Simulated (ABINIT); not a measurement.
# GaN (P6_3mc): how ε∞ follows the gap

The empty bands of GaN (P6_3mc) are shifted up rigidly by Δ, and ε∞ along x is computed for each shift. x, y and z are the Cartesian axes of the input cell.

Symmetry: P6_3mc, No. 186, hexagonal system. Conventional cell: a = 3.180 Å, b = 3.180 Å, c = 5.166 Å, α = 90.00°, β = 90.00°, γ = 120.00°. Around Ga on site b lie 4 N at 1.94 to 1.95 Å. N on site b is surrounded by 4 Ga at 1.94 to 1.95 Å.

Method: ABINIT 10.8.3, LDA, independent particles, k-mesh 12×12×7, Lorentzian half width 0.04 eV.

Launch of the response step: `optic optic.abi`. The series took 6.6 min in all, its band step included, on 4 threads of AMD EPYC (Zen 3), with other jobs on the host.

| Δ (eV) | ε∞ along x |
| --- | --- |
| 0.00 | 5.829 |
| 0.40 | 5.561 |
| 0.80 | 5.327 |
| 1.20 | 5.120 |
| 1.60 | 4.935 |
| 2.00 | ? |

With one effective transition at E₀ and fixed dipole strength, ε∞ − 1 = A/(E₀ + Δ), so 1/(ε∞ − 1) is linear in Δ.

Working, on the rows shown:

| x = Δ (eV) | y = 1/(ε∞ − 1) |
| --- | --- |
| 0 | 0.207082 |
| 0.4 | 0.21925 |
| 0.8 | 0.231107 |
| 1.2 | 0.242718 |
| 1.6 | 0.25413 |

Means: x̄ = 0.8, ȳ = 0.23086. Σ(x − x̄)(y − ȳ) = 0.04703, Σ(x − x̄)² = 1.6. Slope = 0.04703 / 1.6 = 0.02939; intercept = ȳ − slope · x̄ = 0.20734. Turned back into ε∞ along x, the line misses the rows shown by at most 0.0061.

Task: Fill in the last column of the withheld row.

Result: At x = 2 the line gives y = 0.26613, that is 4.758. The run gave 4.768, so the extrapolation is off by 0.01, 1.0 % of the range in the table.

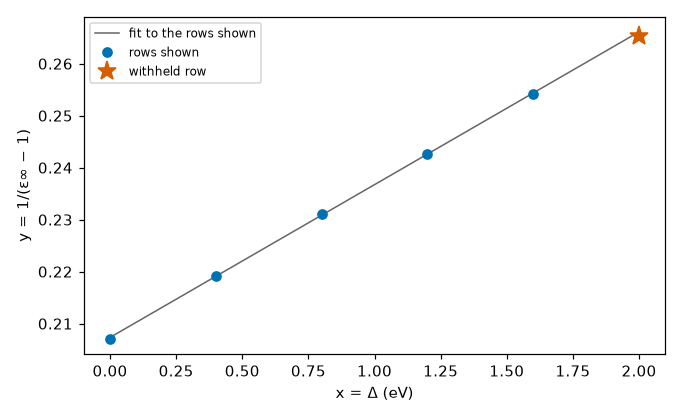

Refitted with all rows, the slope is 0.02913 and the intercept 0.20748. These give E₀ = intercept/slope = 7.1 eV, far above the least direct gap of 2.01 eV: most of the screening comes from transitions well over the edge. Over the first step ε∞ falls by 11 % per eV. The cell comes from an older database entry, whose edges can be off by a per cent or so. Excitons are left out and so are local fields; LDA gaps are as a rule too small. The values come from a sum over the points of one k-mesh and carry its error, which grows as the direct gap shrinks. Spin-orbit coupling is left out.
